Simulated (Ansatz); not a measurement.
# Single-point calculation, with input and output: Ni (part 1 of 2)

Ni (interface cell, 12 atoms in the cell), computed with DFT PBE, scalar-relativistic, plane waves, PAW, spin-polarised (Ansatz 0.2.0).

The structure derives from an entry of the Crystallography Open Database. It belongs to a series of runs on one base structure; here: symmetric tilt boundary Sigma 3 (1 1 1), mirror on a plane, shift [0, 0], relaxed, on a denser mesh. Figures and captions count atoms from 1; the log counts them from 0 in places.

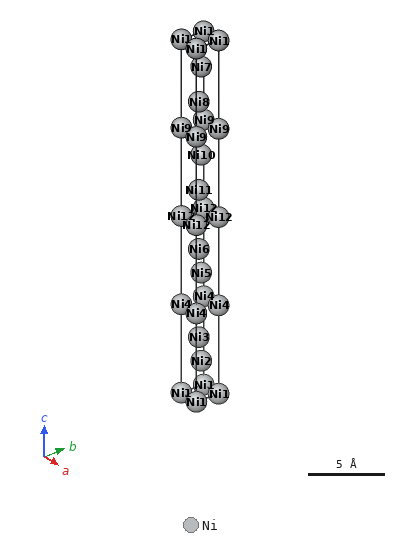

The input geometry (spheres-only view of the cell of the calculation, seen slightly off an axis; atoms are numbered from 1 in the order of the input).

**Input file**
```yaml
crystal:
  lattice:
    - [2.48793802, 0.0, 0.0]
    - [-1.24396901, 2.1546175284, 0.0]
    - [0.0, 0.0, 24.4027948649]
  atoms:
    - { symbol: Ni, position: [0.0, 0.0, 0.0], spin: 0.74 }
    - { symbol: Ni, position: [0.3333333333, 0.6666666667, 0.0835854577], spin: 0.74 }
    - { symbol: Ni, position: [0.6666666667, 0.3333333333, 0.1667357757], spin: 0.74 }
    - { symbol: Ni, position: [1.0, 0.0, 0.25], spin: 0.74 }
    - { symbol: Ni, position: [0.3333333333, 0.6666666667, 0.3332642243], spin: 0.74 }
    - { symbol: Ni, position: [0.6666666667, 0.3333333333, 0.4164145423], spin: 0.74 }
    - { symbol: Ni, position: [0.3333333333, 0.6666666667, 0.9164145423], spin: 0.74 }
    - { symbol: Ni, position: [0.6666666667, 0.3333333333, 0.8332642243], spin: 0.74 }
    - { symbol: Ni, position: [1.0, 0.0, 0.75], spin: 0.74 }
    - { symbol: Ni, position: [0.3333333333, 0.6666666667, 0.6667357757], spin: 0.74 }
    - { symbol: Ni, position: [0.6666666667, 0.3333333333, 0.5835854577], spin: 0.74 }
    - { symbol: Ni, position: [1.0, 0.0, 0.5], spin: 0.74 }
basis:
  ecutwfc: 420
kpoints:
  mp_grid: { grid: [30, 30, 4] }
hamiltonian:
  xc: pbe
scf:
  occupations: { method: gaussian, width: 0.1 }
  lower_state_search: "off"
output:
  forces: true
  stress: true
  eigenvalues: true
  populations: true
  write_density: true
  write_potential: true
  elf: true
  volumetric_format: npy
magnetization:
  spin_polarized: true
```

Launched with:
```bash
ansatz run input.yaml --threads 4 --pin off --max-ram 12288MiB --backend cpu --events-out ev --progress --plain --runs-dir out
```

**The program's output**
```
Engine: ansatz 0.2.0, aarch64-unknown-linux-gnu
Pseudopotentials: kind: paw
Pseudopotential: Ni, paw, valence charge 18, recommended cutoff 420 eV (normal), Ni.paw.azcp
Functional definition: PBE
  parameter kappa = 0.804
  parameter beta = 0.06672455060314922
  exchange = pbe_x(kappa = kappa, mu = beta*pi^2/3)
  correlation = pbe_c(beta = beta)
Crystal: 12 atoms, lattice volume = 130.813 Å³
Basis set: ecut = 420 eV, 2451 PW (Γ), exchange–correlation on 36×36×360 points (8 copies of the dense FFT grid, shifted against one another)
Bands: 135, of which v1, the nominal top of the filled ones, is band 108 counted from 1 (107 counted from 0)
Symmetry: 24 space group operations
Space group: P63/mmc (ITA 194), of the structure as read, at distance tolerance 5.1e-5 Å
Magnetic group: BNS 194.263 (UNI 1493), of the structure as read, at distance tolerance 5.1e-5 Å
k-points: 273 of 3600
Non-local potential: Ni, projectors of the file, l = 0: 3, l = 1: 2, l = 2: 3, l = 3: 1
PAW form: soft (Blöchl's): semilocal exchange-correlation on the pseudo side does not see the compensation charge
PAW one-centre angular grid: Ni, 590 points (default); XC on 64 Gauss nodes
Initial density: superposition of atomic densities (chi_scale 0.1, normalization cell)
Starting moments: Σ|m| = 8.88 μB on 12 of 12 sites
Initial wavefunctions: pseudopotential atomic-orbital guess
Functional: x = pbe(κ = 0.804, μ = 0.2195149727645171), c = pbe(β = 0.06672455060314922)
iter 1 solved again at ethr=2.94e-4 eV; its pass at ethr=3.10e-3 eV (dr2=6.34e-1 eV) is discarded
SCF iter   1: F=—  HF=-70076.449341 eV  |F-HF|=—  |Δ(HF+E_count)|=         —  Δρ=2.06e-2 (↑2.06e-2 ↓1.79e-2)  dr2=6.29e-1  dr2_m=9.03e-2  M=7.489 μB ∫|m|=7.851 μB  β_m=0.30  ethr=2.94e-4  ⟨swp⟩=2.3  Hψ=311060  notcnv=0  defer=2
preconditioner: auto → Kerker (q_TF=auto, 2.966 Å⁻¹)  [metal: Δε(μ)=0.001 eV  Ē_g=9.272 eV  σ=0.100 eV  W_gap=0.00  n_scr=52 (ndim 8)  ℏωp=35.6 eV  f_vac=0.000  D(μ)=23.29/eV (n_scr^D=392)]
spin=Collinear: Kerker preconditioning applied to the charge; magnetization (m = ρ↑ − ρ↓) channel mixes plain (no charge-response kernel on spin).
SCF iter   2: F=—  HF=-70076.540573 eV  |F-HF|=—  |Δ(HF+E_count)|=   9.12e-2  Δρ=1.28e-2 (↑1.28e-2 ↓1.18e-2)  dr2=2.11e-1  dr2_m=6.47e-2  M=7.509 μB ∫|m|=8.004 μB  β_m=0.30  ethr=2.91e-4  ⟨swp⟩=3.0  Hψ=121065  notcnv=0  defer=3
SCF iter   3: F=—  HF=-70076.604196 eV  |F-HF|=—  |Δ(HF+E_count)|=   6.36e-2  Δρ=2.28e-2 (↑1.02e-2 ↓2.28e-2)  dr2=2.27e0  dr2_m=1.32e-1  M=7.486 μB ∫|m|=8.097 μB  β_m=0.30  ethr=9.79e-5  ⟨swp⟩=2.5  Hψ=107257  notcnv=0  defer=3
SCF iter   4: F=—  HF=-70076.612054 eV  |F-HF|=—  |Δ(HF+E_count)|=   7.86e-3  Δρ=7.58e-3 (↑7.58e-3 ↓6.06e-3)  dr2=6.96e-2  dr2_m=3.16e-2  M=7.489 μB ∫|m|=8.190 μB  β_m=0.30  ethr=9.79e-5  ⟨swp⟩=2.0  Hψ=83943  notcnv=0  defer=3
SCF iter   5: F=—  HF=-70076.621306 eV  |F-HF|=—  |Δ(HF+E_count)|=   9.25e-3  Δρ=6.10e-3 (↑5.39e-3 ↓6.10e-3)  dr2=7.54e-2  dr2_m=2.58e-2  M=7.493 μB ∫|m|=8.270 μB  β_m=0.30  ethr=3.22e-5  ⟨swp⟩=1.2  Hψ=74348  notcnv=0  defer=3
SCF iter   6: F=—  HF=-70076.620592 eV  |F-HF|=—  |Δ(HF+E_count)|=   7.14e-4  Δρ=4.46e-3 (↑3.81e-3 ↓4.46e-3)  dr2=2.78e-3  dr2_m=1.88e-2  M=7.504 μB ∫|m|=8.342 μB  β_m=0.30  ethr=3.22e-5  ⟨swp⟩=1.0  Hψ=74439  notcnv=0  defer=4
SCF iter   7: F=—  HF=-70076.633759 eV  |F-HF|=—  |Δ(HF+E_count)|=   1.32e-2  Δρ=4.44e-3 (↑3.13e-3 ↓4.44e-3)  dr2=1.16e-2  dr2_m=1.50e-2  M=7.528 μB ∫|m|=8.415 μB  β_m=0.30  ethr=1.29e-6  ⟨swp⟩=2.0  Hψ=133437  notcnv=0  defer=4
SCF iter   8: F=—  HF=-70076.640187 eV  |F-HF|=—  |Δ(HF+E_count)|=   6.43e-3  Δρ=3.87e-3 (↑2.50e-3 ↓3.87e-3)  dr2=3.73e-3  dr2_m=1.16e-2  M=7.545 μB ∫|m|=8.472 μB  β_m=1.00  ethr=1.29e-6  ⟨swp⟩=2.0  Hψ=103429  notcnv=0  defer=4
SCF iter   9: F=—  HF=-70076.642919 eV  |F-HF|=—  |Δ(HF+E_count)|=   2.73e-3  Δρ=2.24e-3 (↑3.74e-4 ↓2.24e-3)  dr2=5.97e-3  dr2_m=1.88e-3  M=7.547 μB ∫|m|=8.571 μB  β_m=0.30  ethr=1.29e-6  ⟨swp⟩=2.3  Hψ=126182  notcnv=0  defer=4
SCF iter  10: F=—  HF=-70076.648448 eV  |F-HF|=—  |Δ(HF+E_count)|=   5.53e-3  Δρ=2.46e-3 (↑2.45e-3 ↓2.46e-3)  dr2=3.88e-2  dr2_m=1.82e-3  M=7.544 μB ∫|m|=8.583 μB  β_m=0.30  ethr=1.29e-6  ⟨swp⟩=2.0  Hψ=106438  notcnv=0  defer=8
SCF iter  11: F=—  HF=-70076.647196 eV  |F-HF|=—  |Δ(HF+E_count)|=   1.25e-3  Δρ=1.29e-3 (↑1.10e-3 ↓1.29e-3)  dr2=2.06e-4  dr2_m=1.69e-3  M=7.568 μB ∫|m|=8.616 μB  β_m=0.30  ethr=1.29e-6  ⟨swp⟩=2.0  Hψ=102003  notcnv=0  defer=8
SCF iter  12: F=—  HF=-70076.648158 eV  |F-HF|=—  |Δ(HF+E_count)|=   9.61e-4  Δρ=1.19e-3 (↑1.05e-3 ↓1.19e-3)  dr2=5.03e-4  dr2_m=1.47e-3  M=7.578 μB ∫|m|=8.636 μB  β_m=0.30  ethr=9.53e-8  ⟨swp⟩=2.2  Hψ=100238  notcnv=0  defer=9
SCF iter  13: F=—  HF=-70076.648712 eV  |F-HF|=—  |Δ(HF+E_count)|=   5.55e-4  Δρ=1.19e-3 (↑8.89e-4 ↓1.19e-3)  dr2=9.18e-4  dr2_m=1.26e-3  M=7.587 μB ∫|m|=8.653 μB  β_m=0.30  ethr=9.53e-8  ⟨swp⟩=1.7  Hψ=74499  notcnv=0  defer=9
SCF iter  14: F=—  HF=-70076.649071 eV  |F-HF|=—  |Δ(HF+E_count)|=   3.59e-4  Δρ=1.19e-3 (↑7.79e-4 ↓1.19e-3)  dr2=2.02e-3  dr2_m=1.08e-3  M=7.594 μB ∫|m|=8.667 μB  β_m=0.30  ethr=9.53e-8  ⟨swp⟩=1.5  Hψ=71838  notcnv=0  defer=9
SCF iter  15: F=—  HF=-70076.649310 eV  |F-HF|=—  |Δ(HF+E_count)|=   2.39e-4  Δρ=1.29e-3 (↑6.62e-4 ↓1.29e-3)  dr2=4.37e-3  dr2_m=9.63e-4  M=7.601 μB ∫|m|=8.678 μB  β_m=0.30  ethr=9.53e-8  ⟨swp⟩=1.2  Hψ=70029  notcnv=0  defer=9
Mixer restart at iter 15: flushing history
spin-set hold released at iteration 15 (site moments' squared step at or under half its running peak, from the soft ceiling on): the magnetisation degrees of freedom join the quasi-Newton model from the next iteration; the mixer history was flushed
SCF iter  16: F=—  HF=-70076.649714 eV  |F-HF|=—  |Δ(HF+E_count)|=   4.04e-4  Δρ=2.42e-3 (↑8.75e-4 ↓2.42e-3)  dr2=2.75e-2  dr2_m=1.32e-3  M=7.606 μB ∫|m|=8.688 μB  β_m=0.18  ethr=9.53e-8  ⟨swp⟩=2.1  Hψ=113107  notcnv=0  defer=9  recentre
SCF iter  17: F=—  HF=-70076.649504 eV  |F-HF|=—  |Δ(HF+E_count)|=   2.10e-4  Δρ=1.69e-3 (↑5.99e-4 ↓1.69e-3)  dr2=1.06e-2  dr2_m=1.12e-3  M=7.605 μB ∫|m|=8.687 μB  β_m=0.03  ethr=9.53e-8  ⟨swp⟩=2.0  Hψ=117974  notcnv=0  defer=9
SCF iter  18: F=—  HF=-70076.649484 eV  |F-HF|=—  |Δ(HF+E_count)|=   2.00e-5  Δρ=6.23e-4 (↑5.70e-4 ↓6.23e-4)  dr2=2.06e-5  dr2_m=4.15e-4  M=7.608 μB ∫|m|=8.693 μB  β_m=0.03  ethr=9.53e-8  ⟨swp⟩=2.3  Hψ=95192  notcnv=0  defer=9
SCF iter  19: F=—  HF=-70076.649569 eV  |F-HF|=—  |Δ(HF+E_count)|=   8.51e-5  Δρ=5.22e-4 (↑4.68e-4 ↓5.22e-4)  dr2=2.47e-5  dr2_m=2.83e-4  M=7.614 μB ∫|m|=8.703 μB  β_m=0.08  ethr=9.55e-9  ⟨swp⟩=2.0  Hψ=91823  notcnv=0  defer=9
SCF iter  20: F=—  HF=-70076.649685 eV  |F-HF|=—  |Δ(HF+E_count)|=   1.16e-4  Δρ=2.43e-4 (↑2.08e-4 ↓2.43e-4)  dr2=7.78e-6  dr2_m=5.74e-5  M=7.627 μB ∫|m|=8.728 μB  β_m=0.12  ethr=9.55e-9  ⟨swp⟩=2.5  Hψ=133882  notcnv=0  defer=9
SCF iter  21: F=—  HF=-70076.649686 eV  |F-HF|=—  |Δ(HF+E_count)|=   1.00e-6  Δρ=8.26e-5 (↑5.53e-5 ↓8.26e-5)  dr2=2.97e-6  dr2_m=4.73e-6  M=7.635 μB ∫|m|=8.743 μB  β_m=0.56  ethr=3.60e-9  ⟨swp⟩=2.4  Hψ=123181  notcnv=0  defer=9
SCF iter  22: F=—  HF=-70076.649699 eV  |F-HF|=—  |Δ(HF+E_count)|=   1.29e-5  Δρ=1.56e-4 (↑5.02e-5 ↓1.56e-4)  dr2=5.06e-5  dr2_m=4.18e-6  M=7.634 μB ∫|m|=8.741 μB  β_m=0.56  ethr=1.37e-9  ⟨swp⟩=2.0  Hψ=126974  notcnv=0  defer=9
SCF iter  23: F=—  HF=-70076.649700 eV  |F-HF|=—  |Δ(HF+E_count)|=   6.14e-7  Δρ=1.65e-4 (↑5.09e-5 ↓1.65e-4)  dr2=5.84e-5  dr2_m=4.34e-6  M=7.634 μB ∫|m|=8.740 μB  β_m=0.36  ethr=1.37e-9  ⟨swp⟩=2.0  Hψ=120749  notcnv=0  defer=9
SCF iter  24: F=—  HF=-70076.649698 eV  |F-HF|=—  |Δ(HF+E_count)|=   1.73e-6  Δρ=4.68e-5 (↑1.58e-5 ↓4.68e-5)  dr2=3.90e-6  dr2_m=5.48e-7  M=7.634 μB ∫|m|=8.740 μB  β_m=0.33  ethr=1.37e-9  ⟨swp⟩=2.0  Hψ=97315  notcnv=0  defer=9
SCF iter  25: F=—  HF=-70076.649698 eV  |F-HF|=—  |Δ(HF+E_count)|=   8.84e-8  Δρ=9.92e-6 (↑9.92e-6 ↓6.49e-6)  dr2=4.62e-7  dr2_m=3.60e-8  M=7.633 μB ∫|m|=8.740 μB  β_m=0.55  ethr=1.37e-9  ⟨swp⟩=1.0  Hψ=67356  notcnv=0  defer=9
SCF iter  26: F=—  HF=-70076.649698 eV  |F-HF|=—  |Δ(HF+E_count)|=   2.59e-8  Δρ=6.98e-6 (↑6.98e-6 ↓3.95e-6)  dr2=2.33e-7  dr2_m=1.84e-8  M=7.634 μB ∫|m|=8.740 μB  β_m=0.77  ethr=2.14e-10  ⟨swp⟩=1.0  Hψ=67286  notcnv=0  defer=9
SCF iter  27: F=—  HF=-70076.649698 eV  |F-HF|=—  |Δ(HF+E_count)|=   2.22e-8  Δρ=9.15e-6 (↑3.60e-6 ↓9.15e-6)  dr2=5.21e-7  dr2_m=9.53e-9  M=7.634 μB ∫|m|=8.740 μB  β_m=0.66  ethr=1.08e-10  ⟨swp⟩=1.2  Hψ=69354  notcnv=0  defer=9
SCF iter  28: F=—  HF=-70076.649698 eV  |F-HF|=—  |Δ(HF+E_count)|=   2.01e-9  Δρ=1.27e-5 (↑1.73e-6 ↓1.27e-5)  dr2=7.73e-7  dr2_m=3.66e-8  M=7.634 μB ∫|m|=8.740 μB  β_m=0.82  ethr=1.08e-10  ⟨swp⟩=1.0  Hψ=67287  notcnv=0  defer=9
SCF iter  29: F=—  HF=-70076.649698 eV  |F-HF|=—  |Δ(HF+E_count)|=   1.12e-8  Δρ=1.91e-5 (↑3.67e-6 ↓1.91e-5)  dr2=1.80e-6  dr2_m=7.33e-8  M=7.634 μB ∫|m|=8.740 μB  β_m=0.51  ethr=1.08e-10  ⟨swp⟩=1.0  Hψ=67286  notcnv=0  defer=9  recentre
SCF iter  30: F=—  HF=-70076.649698 eV  |F-HF|=—  |Δ(HF+E_count)|=   1.55e-8  Δρ=6.77e-6 (↑1.11e-6 ↓6.77e-6)  dr2=2.30e-7  dr2_m=1.01e-8  M=7.634 μB ∫|m|=8.740 μB  β_m=0.38  ethr=1.08e-10  ⟨swp⟩=1.0  Hψ=67286  notcnv=0  defer=9
SCF iter  31: F=-70076.649698 eV  HF=-70076.649698 eV  |F-HF|=9.02e-9  |Δ(HF+E_count)|=   2.01e-9  Δρ=1.37e-6 (↑3.20e-7 ↓1.37e-6)  dr2=9.09e-9  dr2_m=3.62e-10  M=7.634 μB ∫|m|=8.740 μB  ethr=4.63e-11  ⟨swp⟩=8.0  Hψ=420900  notcnv=0
SCF 1 converged in 31 iterations: F = -70076.649698 eV  dr2 = 9.09e-9
  greatest PAW one-centre occupation: 1.001 electrons in one spin orbital (limit 2), on the Ni atom at site 11 (counted from 0), in its partial waves of l = 1
```

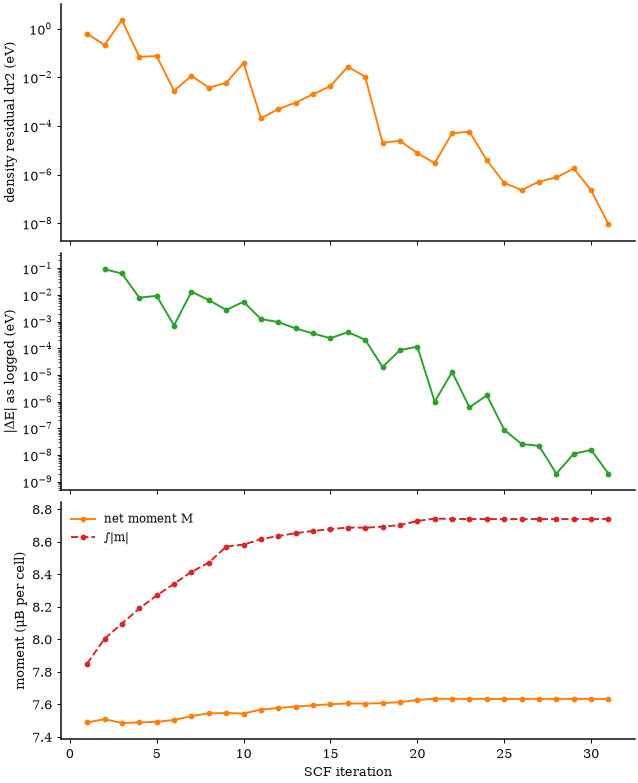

Convergence of the self-consistent field: density residual dr2, size of the energy change and magnetic moment against the SCF iteration. The residual falls unevenly and jumps up by a factor of two or more 10 times on the way down. The net moment goes from 7.5 to 7.6 μB per cell.

```
SCF converged after 31 iterations
Magnetization: 7.6337 μB (111.8168 up, 104.1832 down)
Absolute magnetization: 8.7500 μB (∫|ρ↑−ρ↓|, with the PAW one-centre terms)
Spin contamination: 0.0873 ħ² per cell (⟨S²⟩ above its minimum at these occupations)
Per-site moments (μB) at R_I (Å): [(0.6804621779205783, 1.0262744332592508), (0.673353399469568, 1.0255023747858292), (0.6760046197090311, 1.0255023747858292), (0.6736410754966939, 1.0262744332592508), (0.6760046197090317, 1.0255023747858294), (0.6733533994695687, 1.0255023747858294), (0.6733533994695698, 1.0255023747858276), (0.6760046197090325, 1.0255023747858276), (0.6736410754966942, 1.0262744332592508), (0.676004619709031, 1.025502374785829), (0.6733533994695681, 1.025502374785829), (0.6804621779205785, 1.0262744332592508)]
Free energy (F): -70076.649698 eV
Harris-Foulkes:  -70076.649698 eV  (|F-HF|=9.02e-9)
Internal energy: -70076.543310 eV  (E = F + TS)
E sigma→0 (E₀):  -70076.596504 eV
Entropy (-TS):   -0.106388 eV (-8.866 meV/atom)
Fermi energy:    18.150174 eV
--- Per-component energies (eV) ---
  E_band       = -3419.846402
  E_kinetic    = 3384.838713
  E_local      = -41284.322053  (includes V_loc(G=0)·N_el)
  E_nonlocal   = 7626.780625
  E_hartree    = 17232.723648
  E_xc         = -1017.388948
  E_vxc        = -1311.907829  (∫ρ·V_xc dr)
  E_paw        = -19555.782828  (= ΣΔE_a)
  E_vpaw       = -6300.690181  (= ΣTr[D̂ρ^β])
  E_aug_tail   = 0.006687  (compensation charges beyond the density's cutoff)
  E_ewald      = -36463.399153
  E_smearing   = -0.106388  (= −TS)
  E_closure    = 0.000000  (closes the sum)
  Σ components = -70076.649698   (vs F -70076.649698, Δ=0.00e0)
--- Forces (eV/Å), atoms counted from 1 ---
  atom   1  Ni    -0.00000000     0.00000000     0.00000000
  atom   2  Ni     0.00000000    -0.00000000    -0.00079263
  atom   3  Ni     0.00000000    -0.00000000    -0.00133456
  atom   4  Ni    -0.00000000     0.00000000    -0.00000000
  atom   5  Ni     0.00000000     0.00000000     0.00133456
  atom   6  Ni     0.00000000     0.00000000     0.00079263
  atom   7  Ni     0.00000000    -0.00000000     0.00079263
  atom   8  Ni     0.00000000    -0.00000000     0.00133456
  atom   9  Ni    -0.00000000     0.00000000     0.00000000
  atom  10  Ni     0.00000000     0.00000000    -0.00133456
  atom  11  Ni     0.00000000     0.00000000    -0.00079263
  atom  12  Ni    -0.00000000    -0.00000000     0.00000000
  max |Σ_I F_I| component: 9.97e-18 eV/Å
--- Stress (GPa, compression-positive) ---
       -0.166123      -0.000000       0.000000
        0.000000      -0.166123       0.000000
        0.000000       0.000000      -0.015042
  P = ⅓ Tr σ = -0.1158 GPa (-1.158 kbar)
--- Band table (eV; the first three rows and the last of 546) ---
```
